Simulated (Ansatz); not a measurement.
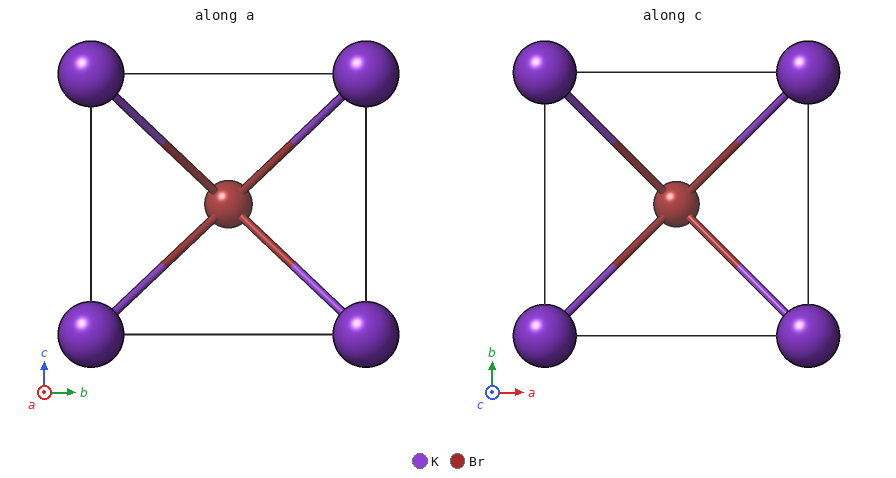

Drawn in the ball-and-stick manner and seen along the a axis and along the c axis. Thin lines show the simulation cell, with boundary atoms drawn in all their periodic places.

The program read this input:
```yaml
crystal:
  lattice:
    - [3.975869065, 0.0, 0.0]
    - [0.0, 3.975869065, 0.0]
    - [0.0, 0.0, 3.7679311129]
  atoms:
    - { symbol: K, position: [0.0, 0.0, 0.0] }
    - { symbol: Br, position: [0.5, 0.5, 0.5] }
kpoints:
  mp_grid: { grid: [6, 6, 6] }
  band_path:
    path: [[0.0, 0.0, 0.0], [0.0, 0.5, 0.0], [0.5, 0.5, 0.0], [0.5, 0.5, 0.5]]
    npoints: 1
hamiltonian:
  xc: r2scan
scf:
  occupations: { method: fixed }
  n_extra_bands: 4
output:
  forces: true
  stress: true
  eigenvalues: true
```
Run as:
```sh
ansatz run input.yaml --threads 4 --pin off --max-ram 3686MiB --backend cpu --events-out ev --progress --plain --runs-dir out
```

The calculation used Ansatz, DFT, r2SCAN, plane waves, PAW, with 500 eV cutoff, Brillouin-zone sampling on a 6×6×6 mesh, no spin polarisation.

Q: How large a gap does the method give, if there is one?

A: An insulator at this level, with a gap of 4.72 eV, indirect; the smallest direct gap is 4.97 eV.

Q: What pressure does the calculation give for this cell?

A: The computed pressure is 1.2 GPa (compressed: it would expand). The stress isn't hydrostatic: its largest component is 2.8 GPa.

Its origin is a structure listed in the Materials Project. The cell was then strained or its atoms displaced on purpose. A calculation with Ansatz used it as input.
